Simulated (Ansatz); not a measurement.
Sn3O2: single-point calculation

System: Sn3O2 (slab, 10 atoms in the cell).
Method: DFT PBE, scalar-relativistic, plane waves, PAW, no spin polarisation (Ansatz 0.2.0).

The structure derives from an entry of the Crystallography Open Database. It belongs to a series of runs on one base structure; here: (0 0 1) slab cut from the bulk. Figures and captions count atoms from 1; the log counts them from 0 in places.

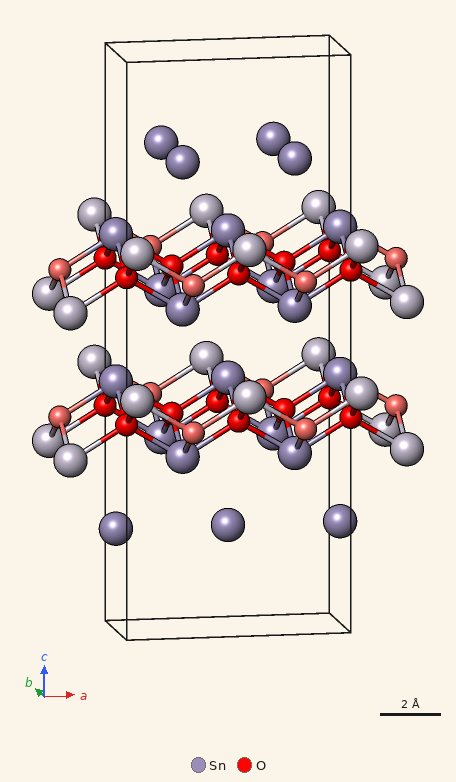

Figure 1. The structure (ball-and-stick view of the 2 × 1 repeat of the cell, with the vacuum cut short, seen slightly off an axis; neighbours outside the cell are drawn fainter). An atom can appear more than once, as a periodic image.

Input
```yaml
crystal:
  lattice:
    - [3.8681707517, 0.0, 0.0]
    - [0.0, 3.8681707517, 0.0]
    - [0.0, 0.0, 27.8836913978]
  atoms:
    - { symbol: Sn, position: [0.0, 0.5, 0.26897443] }
    - { symbol: Sn, position: [0.5, 0.0, 0.3675674601] }
    - { symbol: O, position: [0.0, 0.0, 0.4091354725] }
    - { symbol: O, position: [0.5, 0.5, 0.4091354725] }
    - { symbol: Sn, position: [0.0, 0.5, 0.4507034849] }
    - { symbol: Sn, position: [0.5, 0.0, 0.5492965151] }
    - { symbol: O, position: [0.0, 0.0, 0.5908645275] }
    - { symbol: O, position: [0.5, 0.5, 0.5908645275] }
    - { symbol: Sn, position: [0.0, 0.5, 0.6324325399] }
    - { symbol: Sn, position: [0.5, 0.0, 0.73102557] }
basis:
  ecutwfc: 420
kpoints:
  mp_grid: { grid: [9, 9, 1] }
hamiltonian:
  xc: pbe
scf:
  occupations: { method: gaussian, width: 0.05 }
output:
  forces: true
  stress: true
  eigenvalues: true
  write_density: true
  write_potential: true
  elf: true
  volumetric_format: npy
efield:
  axis: 3
  dipole_correction: true
  ramp_width: 0.04
```

Machine: 1 thread of Intel Xeon @ 2.50GHz (Skylake/Cascade Lake), 16 GiB of memory available, shared host.

Launched with:
```bash
ansatz run input.yaml --threads 1 --pin off --max-ram 2560MiB --backend cpu --events-out ev --progress --plain --runs-dir out
```

Log
```
Engine: ansatz 0.2.0, x86_64-unknown-linux-gnu
Pseudopotentials: kind: paw
Pseudopotential: Sn, paw, valence charge 14, recommended cutoff 420 eV (normal), Sn.paw.azcp
Pseudopotential: O, paw, valence charge 6, recommended cutoff 420 eV (normal), O.paw.azcp
Functional definition: PBE
  parameter kappa = 0.804
  parameter beta = 0.06672455060314922
  exchange = pbe_x(kappa = kappa, mu = beta*pi^2/3)
  correlation = pbe_c(beta = beta)
Crystal: 10 atoms, lattice volume = 417.217 Å³
Basis set: ecut = 420 eV, 8213 PW (Γ), exchange–correlation on 54×54×384 points (8 copies of the dense FFT grid, shifted against one another)
Bands: 65, of which v1, the nominal top of the filled ones, is band 54 counted from 1 (53 counted from 0)
Symmetry: 8 space group operations
k-points: 15 of 81
Non-local potential: Sn, projectors of the file, l = 0: 2, l = 1: 2, l = 2: 2, l = 3: 2
Non-local potential: O, projectors of the file, l = 0: 2, l = 1: 2, l = 2: 1
PAW form: soft (Blöchl's): semilocal exchange-correlation on the pseudo side does not see the compensation charge
PAW one-centre angular grid: Sn, 590 points (default); XC on 64 Gauss nodes
PAW one-centre angular grid: O, 110 points (default); XC on 64 Gauss nodes
Initial density: superposition of atomic densities (neutral atoms: chi_scale 0, normalization atom), corrected by the library's trained network
Initial wavefunctions: pseudopotential atomic-orbital guess
Functional: x = pbe(κ = 0.804, μ = 0.2195149727645171), c = pbe(β = 0.06672455060314922)
SCF iter   1: F=—  HF=-38412.220475 eV  |F-HF|=—  |Δ(HF+E_count)|=         —  Δρ=1.71e-3  dr2=1.42e-1  ethr=1.77e-3  p=0.000 e·Å  D=1.54e-13 V/Å  ΔV_dip=-0.00 eV  dr2_dipole=1.27e-6  V_vac-E_F(+/−)=4.01/4.01 eV  ⟨swp⟩=7.0  Hψ=3900  notcnv=0  defer=2
efield: sawtooth ramp at fractional position 0.9800 (placed from the atoms, in the widest stretch of the axis that holds none; the zero of the levels goes with the place), width 0.0400; the density the first Hamiltonian is built on has a dipole p = 0.000 e·Å; the dipole correction subtracts the counter field D = 1.54e-13 V/Å, which shifts the + side's vacuum level by -0.00 eV against the − side's; the planar-averaged density in the ramp window peaks in size at 6.8e-5 e/Å³
preconditioner: auto → LDOS  [metal: Δε(μ)=0.023 eV  Ē_g=17.683 eV  σ=0.050 eV  W_gap=0.25  n_scr=70 (ndim 8)  ℏωp=18.9 eV  f_vac=0.415  D(μ)=13.50/eV (n_scr^D=108)  β→1.0]
SCF iter   2: F=—  HF=-38412.214073 eV  |F-HF|=—  |Δ(HF+E_count)|=   6.40e-3  Δρ=1.77e-3  dr2=4.06e-2  ethr=1.32e-4  p=0.000 e·Å  D=4.08e-6 V/Å  ΔV_dip=-0.00 eV  dr2_dipole=6.44e-7  V_vac-E_F(+/−)=4.10/4.10 eV  ⟨swp⟩=3.3  Hψ=1695  notcnv=0  defer=61
SCF iter   3: F=—  HF=-38412.211427 eV  |F-HF|=—  |Δ(HF+E_count)|=   2.65e-3  Δρ=7.22e-4  dr2=2.62e-2  ethr=3.76e-5  p=0.000 e·Å  D=2.67e-6 V/Å  ΔV_dip=-0.00 eV  dr2_dipole=2.67e-7  V_vac-E_F(+/−)=4.08/4.08 eV  ⟨swp⟩=2.1  Hψ=1798  notcnv=0  defer=61
SCF iter   4: F=—  HF=-38412.208935 eV  |F-HF|=—  |Δ(HF+E_count)|=   2.49e-3  Δρ=3.52e-4  dr2=4.55e-3  ethr=2.42e-5  p=0.000 e·Å  D=1.52e-6 V/Å  ΔV_dip=-0.00 eV  dr2_dipole=1.28e-9  V_vac-E_F(+/−)=4.06/4.06 eV  ⟨swp⟩=2.3  Hψ=1512  notcnv=0  defer=61
SCF iter   5: F=—  HF=-38412.208507 eV  |F-HF|=—  |Δ(HF+E_count)|=   4.28e-4  Δρ=1.93e-4  dr2=8.20e-4  ethr=4.21e-6  p=0.000 e·Å  D=6.16e-7 V/Å  ΔV_dip=-0.00 eV  dr2_dipole=3.67e-8  V_vac-E_F(+/−)=4.04/4.04 eV  ⟨swp⟩=1.8  Hψ=962  notcnv=0  defer=61
SCF iter   6: F=—  HF=-38412.208511 eV  |F-HF|=—  |Δ(HF+E_count)|=   4.11e-6  Δρ=1.06e-4  dr2=1.97e-4  ethr=7.59e-7  p=0.000 e·Å  D=2.64e-7 V/Å  ΔV_dip=-0.00 eV  dr2_dipole=1.40e-10  V_vac-E_F(+/−)=4.02/4.02 eV  ⟨swp⟩=2.1  Hψ=1136  notcnv=0  defer=61
SCF iter   7: F=—  HF=-38412.208517 eV  |F-HF|=—  |Δ(HF+E_count)|=   6.04e-6  Δρ=4.99e-5  dr2=3.10e-5  ethr=1.82e-7  p=-0.000 e·Å  D=-5.23e-8 V/Å  ΔV_dip=0.00 eV  dr2_dipole=9.06e-10  V_vac-E_F(+/−)=4.01/4.01 eV  ⟨swp⟩=2.5  Hψ=1364  notcnv=0  defer=61
SCF iter   8: F=—  HF=-38412.208465 eV  |F-HF|=—  |Δ(HF+E_count)|=   5.23e-5  Δρ=2.37e-5  dr2=6.86e-6  ethr=2.87e-8  p=-0.000 e·Å  D=-1.48e-7 V/Å  ΔV_dip=0.00 eV  dr2_dipole=5.37e-10  V_vac-E_F(+/−)=4.02/4.02 eV  ⟨swp⟩=2.0  Hψ=1591  notcnv=0  defer=61
SCF iter   9: F=—  HF=-38412.208464 eV  |F-HF|=—  |Δ(HF+E_count)|=   7.31e-7  Δρ=9.99e-6  dr2=6.05e-7  ethr=6.35e-9  p=-0.000 e·Å  D=-1.08e-7 V/Å  ΔV_dip=0.00 eV  dr2_dipole=2.07e-10  V_vac-E_F(+/−)=4.02/4.02 eV  ⟨swp⟩=2.0  Hψ=1543  notcnv=0  defer=61
SCF iter  10: F=-38412.208464 eV  HF=-38412.208464 eV  |F-HF|=2.07e-8  |Δ(HF+E_count)|=   2.57e-7  Δρ=3.48e-6  dr2=7.86e-8  ethr=9.26e-11  p=-0.000 e·Å  D=-5.41e-8 V/Å  ΔV_dip=0.00 eV  dr2_dipole=2.02e-11  V_vac-E_F(+/−)=4.02/4.02 eV  ⟨swp⟩=17.1  Hψ=8464  notcnv=0
SCF 1 converged in 10 iterations: F = -38412.208464 eV  dr2 = 7.86e-8
  greatest PAW one-centre occupation: 0.993 electrons in one spin orbital (limit 2), on the Sn atom at site 5 (counted from 0), in its partial waves of l = 2
```

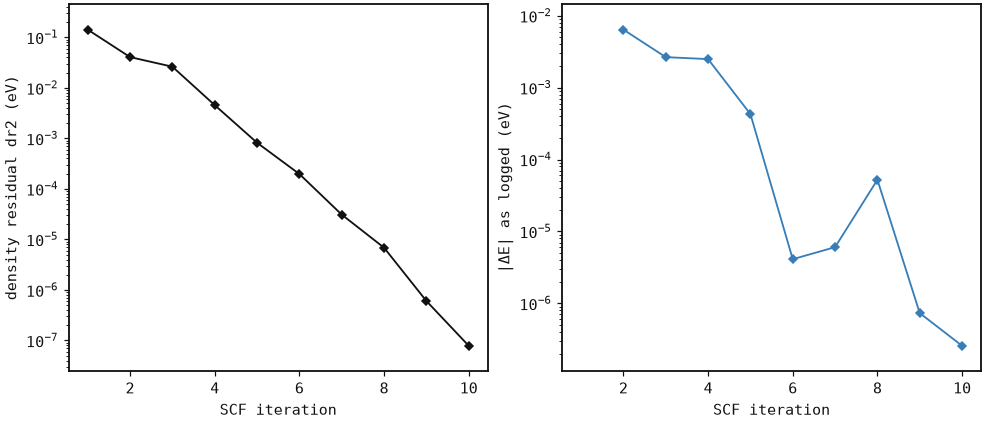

Figure 2. Convergence of the self-consistent field: density residual dr2 and size of the energy change against the SCF iteration. The residual falls at every step.

```
WARN: The output density's exchange-correlation potential varies sharply where the density is thin. Do not read a vacuum level from v_tot or v_xc, or from such a field of the output density. On a cell that repeats whose density bears no net charge and no dipole along the vacuum's axis use v_es (v_loc + v_h of the components); under efield.dipole_correction with no amplitude use v_es + v_field, which holds any external_charges[].barrier, or the levels of the report's work_function block, which leave it out; under a non-zero efield.amplitude the vacuum is tilted and has no level; on a cell that repeats and bears such a dipole with no correction it is tilted too, and efield.dipole_correction with no amplitude gives each side of its ramp a level where efield: is served; in a cell that repeats whose density bears a net charge (total_charge, or a fill off its count) it is curved and has none; of a slab under crystal.periodic whose density bears no net charge use v_es, which has a level on each side, short of where the two are joined; of another it falls or rises all the way out and has none; of a slab beside external_charges read slab_vacuum_level instead, which it has where they leave it neutral. The grid or the basis barely resolves most such structure, and the values can differ between equally converged runs; as a rule a tighter scf.convergence.dr2_threshold does not remove it. Where the density itself ripples (under the LDA too) a higher basis.ecutwfc lessens it. The files hold the spikes' plane waves up to the density's cutoff. Files: v_tot_of_output_density and the like, and their columns of v_z.tsv (output.write_potential); v_xc_of_output_density and the like, and their columns of v_comp_z.tsv (output.write_potential_components). Measured: with its Gaussian average of σ = 0.25 Å subtracted twice, the exchange-correlation potential is over 0.1 eV at 148 of the grid points where the equally averaged density (valence and model cores) is under 1e-3 e/Å³, and 0.273 eV at the most among them, at an averaged density of 8.1e-8 e/Å³. See output.write_potential in the manual, Limitations
SCF converged after 10 iterations
Free energy (F): -38412.208464 eV
Harris-Foulkes:  -38412.208464 eV  (|F-HF|=2.07e-8)
Internal energy: -38412.193403 eV  (E = F + TS)
E sigma→0 (E₀):  -38412.200934 eV
Entropy (-TS):   -0.015061 eV (-1.506 meV/atom)
Fermi energy:    2.707428 eV
Dipole field:    D = 0.000004 V/Å  (p = 0.000010 e·Å, saw-weighted, corrected)
Work function:   Φ+ = 4.0173 eV   Φ− = 4.0174 eV
Levels:          The Fermi level and band energies are counted from a zero that moves with the ramp; work functions are not
--- Per-component energies (eV) ---
  E_band       = -1346.682970
  E_kinetic    = 1806.847700
  E_local      = -89517.443759  (includes V_loc(G=0)·N_el)
  E_nonlocal   = -2.248940
  E_hartree    = 44788.297884
  E_xc         = -2584.314463
  E_vxc        = -943.597827  (∫ρ·V_xc dr)
  E_paw        = -25445.624198  (= ΣΔE_a)
  E_vpaw       = -2266.845501  (= ΣTr[D̂ρ^β])
  E_aug_tail   = 0.009510  (compensation charges beyond the density's cutoff)
  E_efield     = 0.000000  (sawtooth field / dipole correction)
  E_vefield    = 0.000000  (∫n·V_field dr)
  E_ewald      = 32542.282863
  E_smearing   = -0.015061  (= −TS)
  E_closure    = 0.000000  (closes the sum)
  Σ components = -38412.208464   (vs F -38412.208464, Δ=0.00e0)
--- Forces (eV/Å), atoms counted from 1 ---
  atom   1  Sn     0.00000000     0.00000000     0.32455865
  atom   2  Sn    -0.00000000    -0.00000000    -0.68720029
  atom   3  O     -0.00000000     0.00000000     0.18371516
  atom   4  O      0.00000000    -0.00000000     0.18371516
  atom   5  Sn     0.00000000     0.00000000     0.00770332
  atom   6  Sn    -0.00000000     0.00000000    -0.00770355
  atom   7  O     -0.00000000    -0.00000000    -0.18371460
  atom   8  O      0.00000000     0.00000000    -0.18371460
  atom   9  Sn     0.00000000     0.00000000     0.68719876
  atom  10  Sn    -0.00000000    -0.00000000    -0.32455825
  max |Σ_I F_I| component: 2.49e-7 eV/Å
--- Stress (GPa, compression-positive) ---
       -2.256156       0.000000      -0.000000
        0.000000      -2.256156       0.000000
       -0.000000       0.000000      -0.380338
  P = ⅓ Tr σ = -1.6309 GPa (-16.309 kbar)
--- Band table (eV; the first three rows and the last of 15) ---
  k-point 0: bands = ["-19.4389", "-19.4343", "-19.0848", "-19.0802", "-19.0720", "-19.0720", "-19.0636", "-19.0636", "-19.0423", "-19.0384", "-19.0330", "-19.0303", "-19.0137", "-19.0126", "-19.0077", "-19.0034", "-19.0029", "-18.9952", "-18.9952", "-18.9951", "-18.9838", "-18.9838", "-18.9691", "-18.9691", "-18.9680", "-18.9680", "-18.9185", "-18.9185", "-18.8849", "-18.8849", "-17.3790", "-17.3679", "-15.0103", "-15.0102", "-6.1010", "-5.6837", "-4.8584", "-4.4967", "-3.4870", "-3.4870", "-3.4480", "-3.4480", "-2.9304", "-1.7440", "-0.8760", "-0.8513", "-0.5843", "-0.5843", "-0.5773", "-0.5773", "0.6745", "1.5830", "2.7652", "2.8426", "4.0830", "5.2565", "5.2565", "5.3198", "5.3198", "5.3564", "5.4698", "6.1872", "6.1872", "6.2842", "6.4928"]
  k-point 1: bands = ["-19.4330", "-19.4290", "-19.0844", "-19.0800", "-19.0712", "-19.0701", "-19.0654", "-19.0630", "-19.0440", "-19.0427", "-19.0379", "-19.0308", "-19.0283", "-19.0217", "-19.0121", "-19.0114", "-19.0073", "-19.0041", "-18.9925", "-18.9890", "-18.9830", "-18.9801", "-18.9710", "-18.9702", "-18.9691", "-18.9686", "-18.9154", "-18.9154", "-18.8859", "-18.8859", "-17.2883", "-17.2772", "-15.0661", "-15.0658", "-6.0378", "-5.6318", "-4.7807", "-4.4854", "-3.5083", "-3.4438", "-3.4111", "-3.3739", "-2.9664", "-2.1315", "-1.0253", "-1.0046", "-0.6876", "-0.6815", "-0.6236", "-0.3627", "0.7139", "1.6733", "2.8641", "2.9059", "4.2846", "4.3106", "4.4600", "5.3271", "5.3591", "5.4164", "5.7545", "5.8482", "6.2868", "6.5396", "6.8632"]
  k-point 2: bands = ["-19.4162", "-19.4140", "-19.1348", "-19.1275", "-19.0696", "-19.0694", "-19.0648", "-19.0579", "-19.0525", "-19.0524", "-19.0493", "-19.0480", "-19.0199", "-19.0174", "-19.0091", "-19.0080", "-19.0057", "-19.0048", "-18.9880", "-18.9858", "-18.9827", "-18.9787", "-18.9742", "-18.9733", "-18.9695", "-18.9694", "-18.9075", "-18.9075", "-18.8884", "-18.8884", "-17.0416", "-17.0304", "-15.2343", "-15.2327", "-5.8563", "-5.4998", "-4.5677", "-4.4085", "-3.6278", "-3.2873", "-3.1897", "-3.1573", "-3.1312", "-2.9134", "-1.2992", "-1.2665", "-0.9771", "-0.9738", "-0.7157", "-0.0761", "0.7698", "1.6712", "2.6094", "2.6101", "3.5031", "3.5632", "4.5705", "5.1261", "5.6487", "5.6888", "5.9781", "6.2946", "6.3482", "6.3954", "6.5782"]
  k-point 14: bands = ["-19.3767", "-19.3684", "-19.3680", "-19.3597", "-19.0592", "-19.0589", "-19.0560", "-19.0546", "-19.0286", "-19.0284", "-19.0260", "-19.0252", "-18.9967", "-18.9957", "-18.9943", "-18.9929", "-18.9872", "-18.9868", "-18.9829", "-18.9825", "-18.9736", "-18.9725", "-18.9665", "-18.9657", "-18.9651", "-18.9645", "-18.9030", "-18.9030", "-18.8678", "-18.8678", "-15.9057", "-15.8937", "-15.8303", "-15.8190", "-6.2424", "-6.2069", "-6.1704", "-6.1275", "-2.9073", "-2.8422", "-2.6962", "-2.6452", "-2.5577", "-2.4809", "-0.1017", "-0.0892", "0.0485", "0.0487", "0.1154", "0.1698", "0.3072", "0.4972", "1.8550", "1.8951", "2.0106", "2.0200", "3.3724", "3.5969", "3.6397", "3.9728", "5.1829", "5.2469", "6.1128", "6.1156", "6.7911"]
```

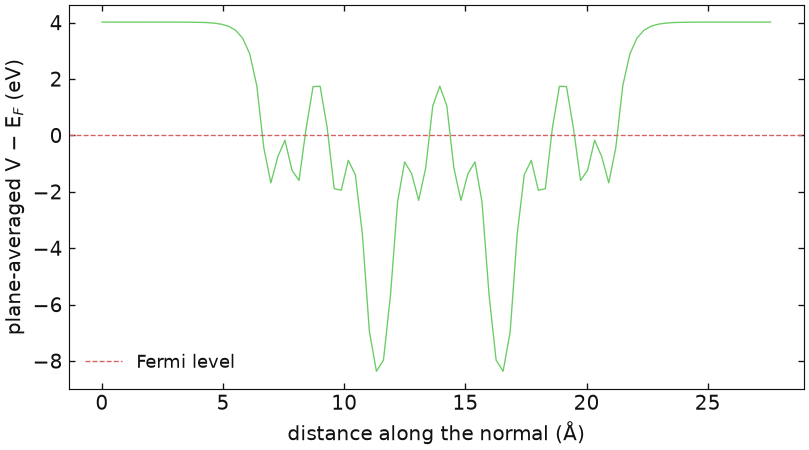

Figure 3. Plane average of the electrostatic potential energy of an electron across the cell, from the Fermi level. The vacuum level lies 4.02 eV above the Fermi level.

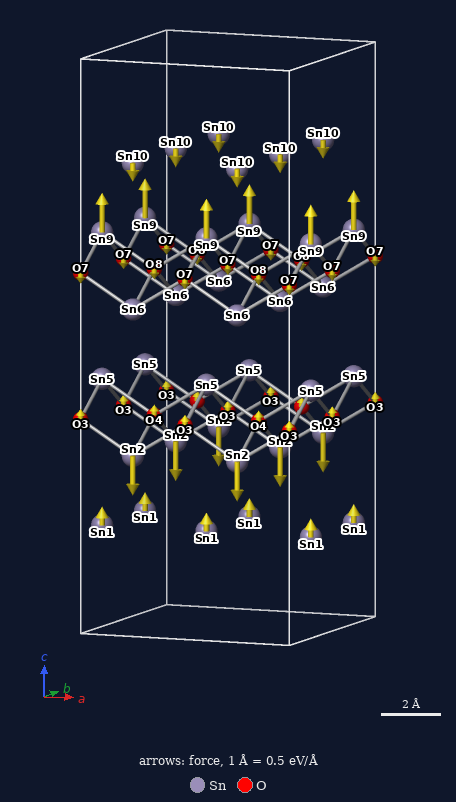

Figure 4. Forces on the atoms as yellow arrows (ball-and-stick view of the 2 × 2 repeat of the cell, with the vacuum cut short, seen slightly off an axis; atoms are numbered from 1 in the order of the input); the smallest are left out. The largest act on Sn2, Sn9 (0.69 eV/Å); Sn1, Sn10 (0.32 eV/Å). The geometry is not a stationary point of this energy.

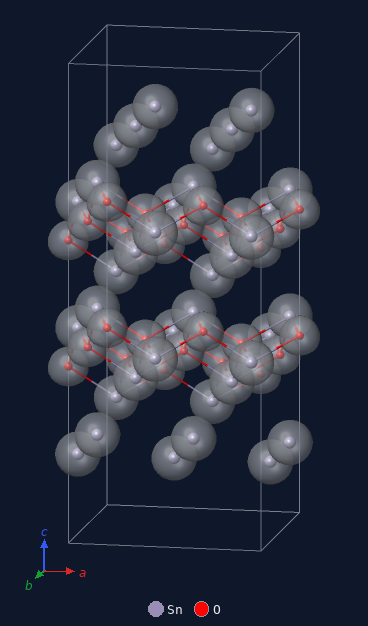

Figure 5. Isosurface of the valence pseudo-density at 0.8 e/Å³ (grey), seen at an oblique angle. Sticks mark near contacts. At this value the density breaks into separate islands; it holds about 70 % of the electrons treated as valence (semicore included). It is pinched off along the Sn–O (2.25 Å) contacts. On the grid the lowest density along these lines, outside the cores, is 0.44 e/Å³ (Sn–O, 2.25 Å). Core electrons are frozen (PAW), so the fields are smoothed inside the atomic spheres.

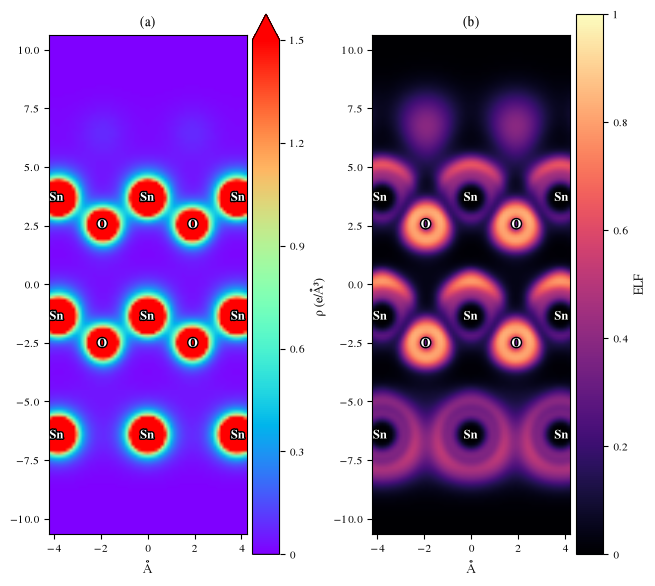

Figure 6. (a) valence pseudo-density; (b) electron localisation function on the (100) plane of the calculation cell, a cut from vacuum to vacuum. Atoms in the plane: Sn and O. Sn–O (2.25 Å): ρ is about 0.45 e/Å³ halfway; the ELF is about 0.20 at the midpoint; a polar contact without a shared pair, in a metal. The density dies away to nearly zero in the vacuum.

Key numbers

```tsv
quantity	value
outcome	converged
electrons treated	108
free energy	−38412.2085 eV
work function, top face	4.02 eV
work function, bottom face	4.02 eV
Fermi energy	2.707 eV
gap on the k-point mesh	none (metallic)
work function (upper face)	4.02 eV
largest force (length of the vector)	0.687 eV/Å
wall time	49 s
peak memory	0.73 GiB
```

Warnings of the run: the exchange-correlation potential is rough where the density is thin.
